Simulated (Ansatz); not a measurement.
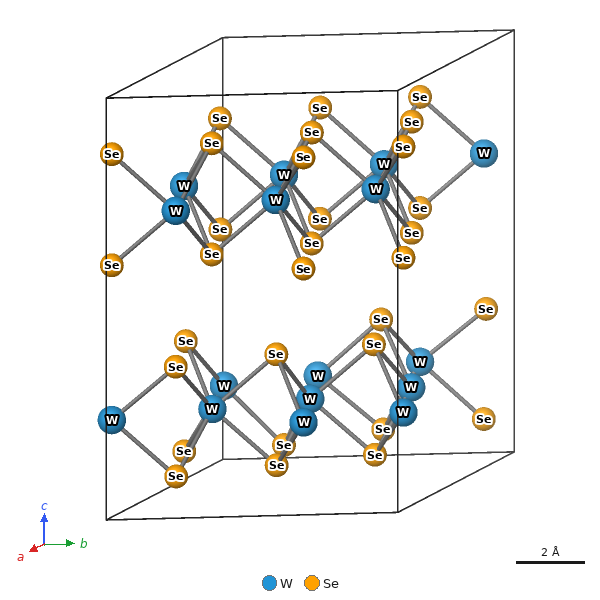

Structure drawing (ball-and-stick), viewed slightly off an axis. Atoms at the boundary of the supercell (the box) are drawn once for each face, edge or corner they touch. The host is WSe2, in a cell of 42 sites, and the cell is neutral.

**How does this supercell depart from the perfect host?**

A selenium vacancy. Around the empty site lie three W at about 2.5 Å.

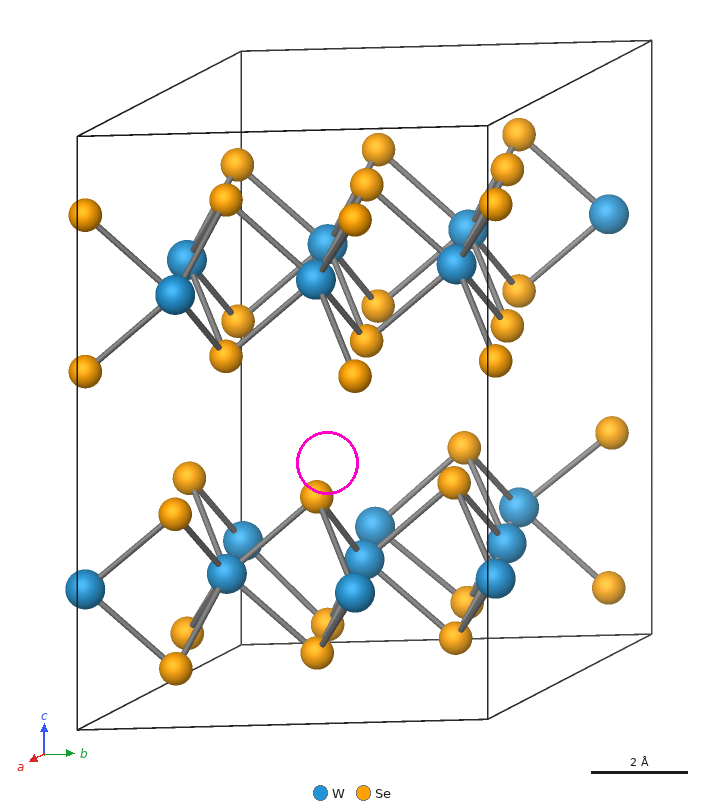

The same cell with a ring at the defect's site.

The atoms were relaxed in the host's cell with Ansatz 0.2.0, DFT PBE+D3(BJ), scalar-relativistic, plane waves, PAW.
